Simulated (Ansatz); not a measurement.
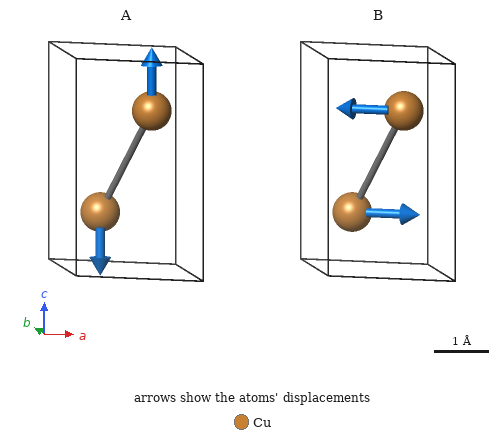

Modes of solid Cu at 1.02 times its rest volume, space group P6₃/mmc (No. 194), at the zone centre (one member of each degenerate set). The blue arrows are the displacements of the atoms (eigenvector over the root of the mass), of arbitrary overall length and sign. A ball-and-stick model of the cell of the calculation, seen slightly off an axis.

Level of theory: DFT LDA, scalar-relativistic, plane waves, PAW in Ansatz.

The frequencies depend somewhat on the k-mesh and the smearing.

### Which are infrared-active and which Raman-active?

A is B₁g, silent by symmetry (neither infrared- nor Raman-active) (258 cm⁻¹). B is E₂g, Raman-active by symmetry (110 cm⁻¹). The crystal has a centre of inversion, so no mode is both. In a metal the free carriers screen the infrared response.
